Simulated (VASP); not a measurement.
Geometry relaxation, with input and output: NaCl$_{3}$ (part 5 of 5)

The same run, continued: NaCl$_{3}$ (8 atoms in the cell); Kohn-Sham DFT of a periodic cell, PBEsol, VASP PAW PBE potentials, recommended, no spin polarisation (VASP 6.6.1); cutoff 600 eV, 8×8×8 k-mesh, methfessel-paxton of 0.1 eV. The structure derives from a Materials Project entry.

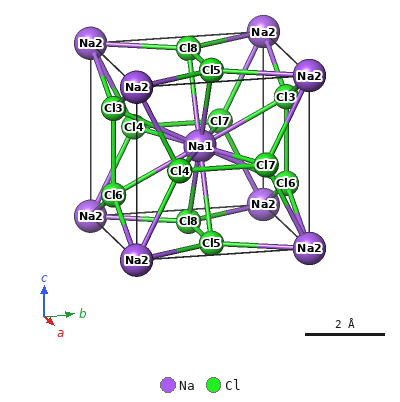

**Figure 1.** The geometry at step 16 of the log (ball-and-stick view of the cell of the calculation, seen slightly off an axis; atoms are numbered from 1 in the order of the input).

Trajectory as extended XYZ, continued:
```
8
Lattice="4.5692 0.0000 -0.0000 -0.0000 4.5692 -0.0000 0.0000 0.0000 4.5692" Properties=species:S:1:pos:R:3:forces:R:3 step=14 energy=-12.89081
Na    2.2846    2.2846    2.2846    0.0000   0.0000   0.0000
Na    0.0000    0.0000    4.5692    0.0000   0.0000   0.0000
Cl    2.2846    0.0000    3.4269    0.0000   0.0000   0.0000
Cl    0.0000    1.1423    2.2846    0.0000   0.0000   0.0000
Cl    3.4269    2.2846    0.0000    0.0000   0.0000   0.0000
Cl    2.2846    0.0000    1.1423    0.0000   0.0000   0.0000
Cl    4.5692    3.4269    2.2846    0.0000   0.0000   0.0000
Cl    1.1423    2.2846    0.0000    0.0000   0.0000   0.0000
8
Lattice="4.5679 0.0000 -0.0000 -0.0000 4.5679 -0.0000 0.0000 0.0000 4.5679" Properties=species:S:1:pos:R:3:forces:R:3 step=15 energy=-12.86117
Na    2.2840    2.2840    2.2840    0.0000   0.0000   0.0000
Na    0.0000    0.0000    0.0000    0.0000   0.0000   0.0000
Cl    2.2840    0.0000    3.4259    0.0000   0.0000   0.0000
Cl    0.0000    1.1420    2.2840    0.0000   0.0000   0.0000
Cl    3.4259    2.2840    0.0000    0.0000   0.0000   0.0000
Cl    2.2840    0.0000    1.1420    0.0000   0.0000   0.0000
Cl    0.0000    3.4259    2.2840    0.0000   0.0000   0.0000
Cl    1.1420    2.2840    0.0000    0.0000   0.0000   0.0000
8
Lattice="4.5654 0.0000 -0.0000 -0.0000 4.5654 -0.0000 0.0000 0.0000 4.5654" Properties=species:S:1:pos:R:3:forces:R:3 step=16 energy=-12.80161
Na    2.2827    2.2827    2.2827    0.0000   0.0000   0.0000
Na    0.0000    0.0000    4.5654    0.0000   0.0000   0.0000
Cl    2.2827    0.0000    3.4240    0.0000   0.0000   0.0000
Cl    0.0000    1.1413    2.2827    0.0000   0.0000   0.0000
Cl    3.4240    2.2827    0.0000    0.0000   0.0000   0.0000
Cl    2.2827    0.0000    1.1413    0.0000   0.0000   0.0000
Cl    4.5654    3.4240    2.2827    0.0000   0.0000   0.0000
Cl    1.1413    2.2827    0.0000    0.0000   0.0000   0.0000
8
Lattice="4.5602 0.0000 -0.0000 -0.0000 4.5602 -0.0000 0.0000 0.0000 4.5602" Properties=species:S:1:pos:R:3:forces:R:3 step=17 energy=-12.68141
Na    2.2801    2.2801    2.2801    0.0000   0.0000   0.0000
Na    0.0000    0.0000    0.0000    0.0000   0.0000   0.0000
Cl    2.2801    0.0000    3.4202    0.0000   0.0000   0.0000
Cl    0.0000    1.1401    2.2801    0.0000   0.0000   0.0000
Cl    3.4202    2.2801    0.0000    0.0000   0.0000   0.0000
Cl    2.2801    0.0000    1.1401    0.0000   0.0000   0.0000
Cl    0.0000    3.4202    2.2801    0.0000   0.0000   0.0000
Cl    1.1401    2.2801    0.0000    0.0000   0.0000   0.0000
8
Lattice="4.5629 0.0000 -0.0000 -0.0000 4.5629 -0.0000 0.0000 0.0000 4.5629" Properties=species:S:1:pos:R:3:forces:R:3 step=18 energy=-12.74452
Na    2.2815    2.2815    2.2815    0.0000   0.0000   0.0000
Na    0.0000    0.0000    0.0000    0.0000   0.0000   0.0000
Cl    2.2815    0.0000    3.4222    0.0000   0.0000   0.0000
Cl    0.0000    1.1407    2.2815    0.0000   0.0000   0.0000
Cl    3.4222    2.2815    0.0000    0.0000   0.0000   0.0000
Cl    2.2815    0.0000    1.1407    0.0000   0.0000   0.0000
Cl    0.0000    3.4222    2.2815    0.0000   0.0000   0.0000
Cl    1.1407    2.2815    0.0000    0.0000   0.0000   0.0000
```

This output came from the following input.

INCAR:
```
SYSTEM = NaCl3
PREC     = Accurate       ! precision mode
ENCUT    = 600            ! plane-wave cutoff, eV
EDIFF    = 1E-6           ! SCF threshold, eV
ISMEAR   = 1              ! smearing method
SIGMA    = 0.1            ! smearing width, eV
LREAL    = .FALSE.        ! projectors in reciprocal space
LASPH    = .TRUE.         ! aspherical terms in the spheres
NELM     = 80             ! most SCF steps
ALGO     = Normal         ! electronic algorithm
ISIF     = 3              ! what is computed and relaxed
LWAVE    = .FALSE.        ! write WAVECAR
LCHARG   = .FALSE.        ! write CHGCAR
GGA      = PS             ! functional
IBRION   = 2              ! ionic algorithm
NSW      = 90             ! ionic steps
EDIFFG   = -0.01          ! ionic threshold
PSTRESS  = 600.0        
KPAR     = 2
```

KPOINTS:
```
Automatic mesh
0
G
  8 8 8
  0 0 0
```

POSCAR:
```
NaCl3
1.0
    5.5270050000      0.0000000000      0.0000000000
    0.0000000000      5.5270050000      0.0000000000
    0.0000000000      0.0000000000      5.5270050000
Na Cl
2 6
Direct
    0.5000000000      0.5000000000      0.5000000000
    0.0000000000      0.0000000000      0.0000000000
    0.5000000000      0.0000000000      0.7500000000
    0.0000000000      0.2500000000      0.5000000000
    0.7500000000      0.5000000000      0.0000000000
    0.5000000000      0.0000000000      0.2500000000
    0.0000000000      0.7500000000      0.5000000000
    0.2500000000      0.5000000000      0.0000000000
```

Launched with:
```bash
cat potpaw_PBE.64/Na_pv/POTCAR potpaw_PBE.64/Cl/POTCAR > POTCAR
mpirun -np 2 vasp_std > vasp.out
```

Key numbers:

| quantity | value |
| --- | --- |
| outcome | converged |
| space group (tolerance 0.01 Å) | Pm-3n (223) |
| electrons treated | 56 |
| free energy | −12.7445 eV |
| gap on the k-point mesh | none (metallic) |
| pressure | 60.00 GPa |
| final volume | 95.00 Å³ |
| largest force (length of the vector) at the end | under 0.001 eV/Å |
| final cell | a = 4.563 Å, b = 4.563 Å, c = 4.563 Å, α = 90.00°, β = 90.00°, γ = 90.00° |
| hardware | 2 threads of Intel Xeon (Granite Rapids), 360 GiB of memory available, shared host |
| wall time | 10 min (CPU time 20 min) |
| peak memory | 0.43 GiB |

The cell was relaxed to the target pressure of the input; what is minimised is then the enthalpy E + pV. The volume changed by more than 5 % on the plane waves of the start, so the result carries a basis error; a second relaxation from the end is advised.
